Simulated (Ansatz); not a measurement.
# Band-structure calculation of LiF

LiF (R-3m, 2 atoms in the cell), computed with DFT, LDA, all-electron LAPW, scalar-relativistic, no spin polarisation (Ansatz 0.2.0).

The structure derives from an entry of the Crystallography Open Database. It belongs to a series of runs on one base structure; here: equal xy, yz and zx shear strains of -2 %.

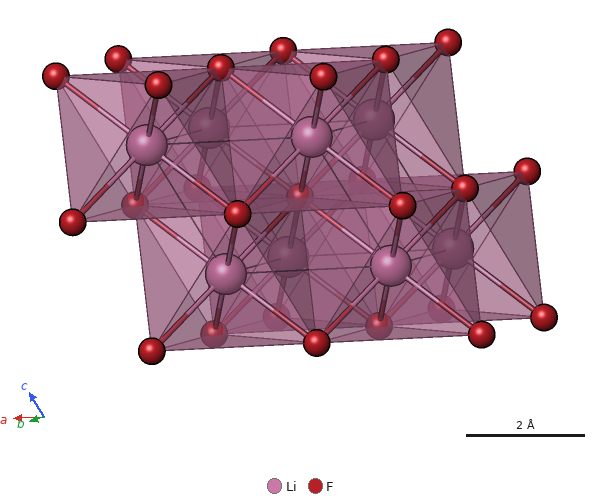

**Figure 1.** The structure (polyhedral view of the cell of the calculation, seen at an oblique angle; polyhedra are completed across the faces of the cell).

### The input
```yaml
crystal:
  lattice:
    - [-0.04028, 1.99386, 1.99386]
    - [1.99386, -0.04028, 1.99386]
    - [1.99386, 1.99386, -0.04028]
  atoms:
    - { symbol: Li, position: [0.0, 0.0, 0.0] }
    - { symbol: F, position: [0.5, 0.5, 0.5] }
kpoints:
  mp_grid: { grid: [10, 10, 10] }
  band_path:
    path:
      - [0.0, 0.0, 0.0]
      - [0.5, 0.5, 0.5]
      - [0.2551801333, 0.5, 0.7448198667]
      - [-0.2551801333, 0.2551801333, 0.5]
      - [0.0, 0.0, 0.5]
      - [0.0, 0.0, 0.0]
      - [-0.3775900666, 0.0, 0.3775900666]
      - [0.0, 0.3775900666, 0.6224099334]
      - [0.0, 0.5, 0.5]
    npoints: 5
scf:
  occupations: { method: fermi_dirac, width: 0.03 }
hamiltonian:
  xc: lda
  pseudopotentials: { kind: all_electron, lapw: { basis_error: 0.00025 } }
output:
  forces: true
  stress: true
  eigenvalues: true
```

Hardware: 1 thread of Arm Neoverse V1, 24 GiB of memory available, shared host.

Run as:
```bash
ansatz run input.yaml --threads 1 --pin off --max-ram 3072MiB --backend cpu --events-out ev --progress --plain --runs-dir out
```

### What the program printed
```
LAPW: plane waves up to 9.422 Å⁻¹, error target 2.5e-4 eV per atom; small_component_spin mean_spin; Li in spheres of 0.896 Å, 3 of its electrons in bands, Dirac shells []; F in spheres of 1.118 Å, 7 of its electrons in bands, Dirac shells [] (how accurate: hamiltonian.pseudopotentials.lapw.basis_error, Limitations)
Engine: ansatz 0.2.0, aarch64-unknown-linux-gnu
Pseudopotentials: kind: all_electron
Pseudopotential: Li, LAPW, valence charge 3, lapw/all_electron/scalar/gaussian/Li, Koelling and Harmon's equation, gaussian nucleus
Pseudopotential: F, LAPW, valence charge 7, lapw/all_electron/scalar/gaussian/F, Koelling and Harmon's equation, gaussian nucleus
Functional definition: SPW92
  exchange = slater_x
  correlation = pw_c
Crystal: 2 atoms, lattice volume = 16.333 Å³
Basis set: ecut = 338.23680032428445 eV, 253 PW (Γ), exchange–correlation at level 2
Bands: 9, of which v1, the nominal top of the filled ones, is band 5 counted from 1 (4 counted from 0)
Symmetry: 12 space group operations
Space group: R-3m (ITA 166), of the structure as read, at distance tolerance 2.5e-5 Å
k-points: 116 of 1000
Non-local potential: Li, projectors of the file, none
Non-local potential: F, projectors of the file, none
Initial density: superposition of atomic densities (chi_scale 0.1, normalization cell, long waves kept (reshape's long-wave potential 0.00 eV rms))
Initial wavefunctions: plane waves of lowest kinetic energy (no species holds an atomic orbital)
Functional: x = slater, c = lda
iter 1 solved again at ethr=3.60e-3 eV; its pass at ethr=1.00e-1 eV (dr2=3.60e-1 eV) is discarded
SCF iter   1: F=—  HF=-2909.614012 eV  |F-HF|=—  |Δ(HF+E_count)|=         —  Δρ=4.95e-2  dr2=3.59e-1  ethr=3.60e-3  ⟨swp⟩=2.0  Hψ=7344  notcnv=0
preconditioner: auto → none  [insulator: Δε(μ)=10.205 eV  Ē_g=23.625 eV  σ=0.030 eV  W_gap=1.00  n_scr=0 (ndim 8)  ℏωp=26.0 eV  f_vac=0.000  D(μ)=0.00/eV (n_scr^D=0)  ε∞_Penn≈2.2]
iter 2 solved again at ethr=2.06e-5 eV; its pass at ethr=3.59e-3 eV (dr2=2.06e-3 eV) is discarded
SCF iter   2: F=—  HF=-2909.218267 eV  |F-HF|=—  |Δ(HF+E_count)|=   3.96e-1  Δρ=5.03e-3  dr2=2.07e-3  ethr=2.06e-5  ⟨swp⟩=2.5  Hψ=5733  notcnv=0
SCF iter   3: F=—  HF=-2909.144581 eV  |F-HF|=—  |Δ(HF+E_count)|=   7.37e-2  Δρ=9.42e-3  dr2=1.30e-2  ethr=2.06e-5  ⟨swp⟩=3.0  Hψ=3524  notcnv=0
SCF iter   4: F=—  HF=-2909.140984 eV  |F-HF|=—  |Δ(HF+E_count)|=   3.60e-3  Δρ=6.95e-4  dr2=6.42e-5  ethr=2.06e-5  ⟨swp⟩=2.0  Hψ=3132  notcnv=0
SCF iter   5: F=—  HF=-2909.141011 eV  |F-HF|=—  |Δ(HF+E_count)|=   2.64e-5  Δρ=1.72e-4  dr2=4.20e-6  ethr=6.42e-7  ⟨swp⟩=2.0  Hψ=2668  notcnv=0
SCF iter   6: F=-2909.141010 eV  HF=-2909.141010 eV  |F-HF|=6.80e-10  |Δ(HF+E_count)|=   2.21e-7  Δρ=5.05e-6  dr2=3.29e-9  ethr=4.20e-8  ⟨swp⟩=2.0  Hψ=2668  notcnv=0
SCF 1 converged in 6 iterations: F = -2909.141010 eV  dr2 = 3.29e-9
```

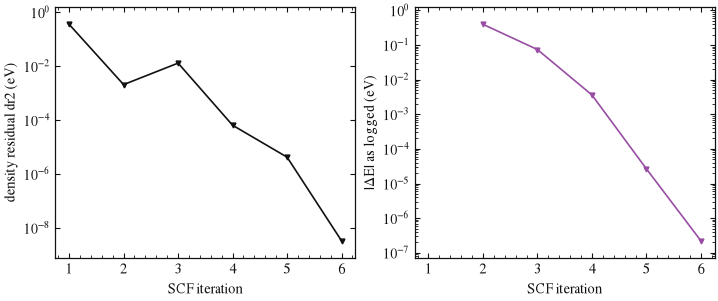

**Figure 2.** Convergence of the self-consistent field: density residual dr2 and size of the energy change against the SCF iteration. The residual comes down, with one marked jump up, by a factor of about 6, at step 3.

```
NSCF: frozen V_eff on 41 k-points
SCF converged after 6 iterations
Free energy (F): -2909.141010 eV
Harris-Foulkes:  -2909.141010 eV  (|F-HF|=6.80e-10)
Internal energy: -2909.141010 eV  (E = F + TS)
E sigma→0 (E₀):  -2909.141010 eV
Fermi energy:    4.955570 eV
--- Per-component energies (eV) ---
  E_band       = -120.055351
  E_kinetic    = 2897.436468
  E_xc         = -317.252063
  E_electrostatic = -5489.325416  (all electrons and nuclei)
  E_smearing   = -0.000000  (= −TS)
  E_closure    = 0.000000  (closes the sum)
  E_atoms      = -2898.672788  (free atoms, spherical and without spin; not in F)
  Σ components = -2909.141010   (vs F -2909.141010, Δ=0.00e0)
  Basis errors (estimates in eV, not in F): energy 7.2e-5 per atom: plane waves 6.7e-5 (3.6e-5 summed), levels above the bands 5.4e-226, relativity 2.9e-9, radial functions 5.4e-6, core shells 1.9e-8; eigenvalues (radial functions only) 1.0e-5; not estimated: angular momenta, meshes, grids; target (lapw.basis_error) 2.5e-4; muffin-tin radii Li 0.896 Å, F 1.118 Å
--- Forces (eV/Å), atoms counted from 1 ---
  atom   1  Li     0.00000000    -0.00000000    -0.00000000
  atom   2  F     -0.00000000     0.00000000    -0.00000000
  max |Σ_I F_I| component: 5.29e-30 eV/Å
--- Stress (GPa, compression-positive) ---
       -6.358325       1.166944       1.166944
        1.166944      -6.358325       1.166944
        1.166944       1.166944      -6.358325
  P = ⅓ Tr σ = -6.3583 GPa (-63.583 kbar)
--- Band table (eV; the first three rows and the last of 116) ---
  k-point 0: bands = ["-39.2629", "-19.1126", "0.4181", "0.4181", "0.5753", "9.2885", "23.8209", "23.8209", "24.0704"]
  k-point 1: bands = ["-39.2565", "-19.0747", "0.1397", "0.3986", "0.5369", "9.5744", "21.1407", "22.5900", "22.9869"]
  k-point 2: bands = ["-39.2397", "-18.9727", "-0.5555", "0.3489", "0.4696", "10.2053", "18.7382", "21.1473", "21.5165"]
  k-point 115: bands = ["-39.1887", "-18.6139", "-2.0811", "0.1546", "0.1546", "10.7445", "17.1812", "18.5214", "18.5214"]
```

### File bands.tsv
```
# k_distance	band_0	band_1	band_2	band_3	band_4	band_5	band_6	band_7	band_8
# fermi_ev = 4.955570
# lock_threshold_ev = 1e-6
# [0, 0, 0] at k_distance = 0.000000
# [0.5, 0.5, 0.5] at k_distance = 1.378463
# [0.2551801333, 0.5, 0.7448198667] at k_distance = 2.447913
# [-0.2551801333, 0.2551801333, 0.5] at k_distance = 3.585024
# [0, 0, 0.5] at k_distance = 4.699731
# [0, 0, 0] at k_distance = 6.041860
# [-0.3775900666, 0, 0.3775900666] at k_distance = 7.691293
# [0, 0.3775900666, 0.6224099334] at k_distance = 8.669373
# [0, 0.5, 0.5] at k_distance = 9.204099
# levels_relative_to = fermi_ev
# free_energy_ev = -2909.141010
# largest_residual_norms_ev = 2.337e-3 1.129e-3 1.940e-3 1.986e-3 1.795e-3 1.402e-3 2.145e-3 2.000e-3 2.928e-3
0.000000	-44.218484	-24.068200	-4.537513	-4.537513	-4.380267	4.332976	18.865365	18.865365	19.114817
0.275693	-44.211390	-24.024122	-4.685715	-4.564379	-4.564379	4.625035	16.858899	17.527368	17.527368
0.551385	-44.192854	-23.905436	-5.414136	-4.632947	-4.632947	5.254198	14.273884	15.984594	15.984594
0.827078	-44.169926	-23.751666	-6.217842	-4.714272	-4.714272	5.731864	12.764076	14.691387	14.691387
1.102770	-44.151388	-23.620991	-6.816774	-4.777421	-4.777421	5.825381	12.272630	13.853958	13.853958
1.378463	-44.144307	-23.569476	-7.036680	-4.800942	-4.800942	5.788901	12.225664	13.565808	13.565808
1.592353	-44.142896	-23.549879	-7.006200	-4.997966	-4.845213	6.093793	11.902650	13.644011	13.781444
1.806243	-44.139233	-23.498157	-6.921506	-5.480520	-4.965196	6.905786	11.318178	13.767267	14.095684
2.020133	-44.134778	-23.433666	-6.804565	-6.026710	-5.123185	8.015421	10.793319	13.642766	14.305320
2.234023	-44.131373	-23.382206	-6.697426	-6.442760	-5.258251	9.200988	10.438168	13.086092	14.412832
2.447913	-44.130513	-23.366468	-6.657885	-6.609249	-5.298089	10.010991	10.290988	12.534218	14.448519
2.675335	-44.131676	-23.377604	-6.924470	-6.318834	-5.256158	10.002580	10.131203	12.829467	14.548339
2.902757	-44.132972	-23.389933	-7.080574	-6.135762	-5.185982	9.769954	10.007639	13.371374	14.855996
3.130179	-44.132972	-23.389933	-7.080574	-6.135762	-5.185982	9.769954	10.007639	13.371374	14.855996
3.357602	-44.131676	-23.377604	-6.924470	-6.318834	-5.256158	10.002580	10.131203	12.829467	14.548339
3.585024	-44.130513	-23.366468	-6.657885	-6.609249	-5.298089	10.010991	10.290988	12.534218	14.448519
3.807965	-44.132962	-23.398123	-6.717187	-6.470934	-5.204653	9.535534	10.365615	13.006769	14.427989
4.030907	-44.138180	-23.468699	-6.836293	-6.050300	-5.024067	8.351739	10.654347	13.854681	14.350507
4.253848	-44.144372	-23.551907	-6.956539	-5.471235	-4.833820	7.165238	11.099761	14.207781	14.279943
4.476790	-44.149310	-23.617285	-7.040957	-4.946243	-4.694333	6.274134	11.565337	14.017397	14.308624
4.699731	-44.151183	-23.641874	-7.070991	-4.728765	-4.643459	5.935205	11.786505	13.908927	14.269456
4.968157	-44.157613	-23.685580	-6.859745	-4.711649	-4.621320	5.937918	11.851154	14.181723	14.541156
5.236583	-44.174447	-23.796798	-6.283776	-4.665726	-4.562117	5.771855	12.354265	14.973432	15.332113
5.505009	-44.195236	-23.928298	-5.511087	-4.606663	-4.485955	5.249763	13.782635	16.191743	16.560933
5.773434	-44.212055	-24.030242	-4.815895	-4.556962	-4.418698	4.618853	16.185159	17.634464	18.031322
6.041860	-44.218484	-24.068200	-4.537513	-4.537513	-4.380267	4.332976	18.865365	18.865365	19.114817
6.371747	-44.208969	-24.011804	-4.910457	-4.634412	-4.412174	4.762985	15.704771	16.869585	17.893421
6.701633	-44.185462	-23.861960	-5.675589	-5.010584	-4.467980	5.746555	12.933245	15.441343	16.089029
7.031520	-44.159421	-23.670678	-6.277137	-5.650141	-4.612507	6.903532	11.189888	14.702693	14.920628
7.361406	-44.141026	-23.500748	-6.416501	-6.416157	-4.873646	8.196595	10.320067	14.217050	14.621983
7.691293	-44.133171	-23.391822	-7.100638	-6.113054	-5.172636	9.717011	10.002934	13.455675	14.949341
7.886909	-44.133814	-23.405572	-6.955296	-6.215285	-5.148573	9.400307	10.185967	13.470664	14.684272
8.082525	-44.134246	-23.414938	-6.784851	-6.341847	-5.153982	9.226607	10.396508	13.313766	14.441300
8.278141	-44.134246	-23.414938	-6.784851	-6.341847	-5.153982	9.226607	10.396508	13.313766	14.441300
8.473757	-44.133814	-23.405572	-6.955296	-6.215285	-5.148573	9.400307	10.185967	13.470664	14.684272
8.669373	-44.133171	-23.391822	-7.100638	-6.113054	-5.172636	9.717011	10.002934	13.455675	14.949341
8.776319	-44.132322	-23.370473	-7.272173	-5.968140	-5.255963	9.964964	10.245253	13.149471	15.107967
8.883264	-44.131952	-23.354994	-7.410364	-5.828112	-5.325349	9.943888	10.757701	12.871897	15.258411
8.990209	-44.131855	-23.344629	-7.511621	-5.711110	-5.377427	9.933386	11.196867	12.687997	15.381844
9.097154	-44.131864	-23.338712	-7.573390	-5.633299	-5.409697	9.928911	11.470995	12.653021	15.299423
9.204099	-44.131881	-23.336792	-7.594149	-5.606001	-5.420625	9.927723	11.550727	12.682728	15.092364
```

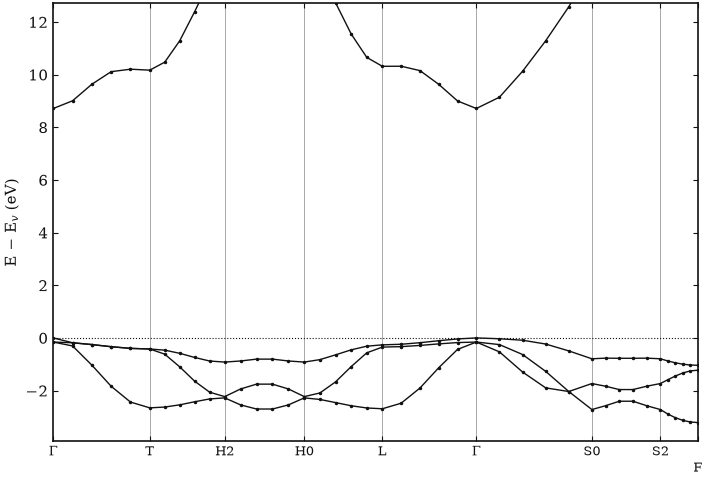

**Figure 3.** Band structure along Γ–T–H2–H0–L–Γ–S0–S2–F, with energies from the valence-band top. There is a gap of 8.71 eV on this path, direct, at Γ.

### Summary

```csv
quantity,value
outcome,converged
space group (tolerance 0.01 Å),R-3m (166)
electrons in bands (core shells apart),10
free energy,−2909.1410 eV
Fermi energy,4.956 eV
gap on the k-point mesh,8.71 eV
pressure,−6.36 GPa
largest force (length of the vector),under 0.001 eV/Å
wall time,11 s
peak memory,0.33 GiB
```

### Notes

The cell is under a tension of 6.4 GPa at this level, so it is not at its equilibrium volume.
